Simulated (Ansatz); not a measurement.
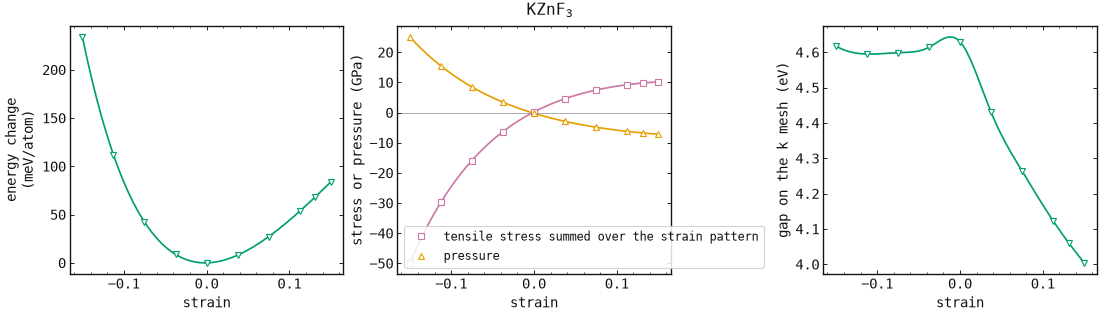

The figure shows the energy change, tensile stress summed over the strain pattern, pressure and gap on the k mesh against strain for KZnF₃, space group Pm-3m (No. 221).

The given structure:
```xyz
5
Lattice="4.0500 0.0000 0.0000 0.0000 4.0500 0.0000 0.0000 0.0000 4.0500" Properties=species:S:1:pos:R:3 pbc="T T T"
K     0.0000    0.0000    0.0000
Zn    2.0250    2.0250    2.0250
F     2.0250    2.0250    0.0000
F     0.0000    2.0250    2.0250
F     2.0250    0.0000    2.0250
```

How it was computed, with Ansatz 0.2.0: homogeneous strain of a crystal along one Voigt pattern with engineering shear, fractional coordinates fixed, by plane-wave density functional theory with PAW datasets, free energies less that of the undisturbed cell, pressure positive in compression; scalar-relativistic. Level: r2SCAN, no spin polarisation.

wave cutoff 500 eV; k mesh 6×6×6; occupations Gaussian; smearing width 0.05 eV; k shift (0, 0, 0) (mesh steps); start as given; strain pattern (0, 1, 0, 0, 0, 0) (xx yy zz yz xz xy with engineering shear).

Q: Is the starting structure at a minimum along this coordinate?

A: Yes: the energy rises on both sides of the starting structure, which is therefore a minimum along this path.

Q: Read off the course of the tensile stress summed over the strain pattern.

A: It rises from −49.8 GPa at strain −0.1500 to 10.2 GPa at 0.1500, and changes sign near −0.001.

Q: What does the pressure do across the range?

A: It falls from 25.1 GPa at strain −0.1500 to −7.2 GPa at 0.1500, and changes sign near −0.002.

Q: What happens to the gap?

A: It stays open and runs from 4.618 eV at strain −0.1500 to 4.004 eV at 0.1500, with its largest value, 4.630 eV, at 0.0000.

Note: reference crystal is not relaxed.
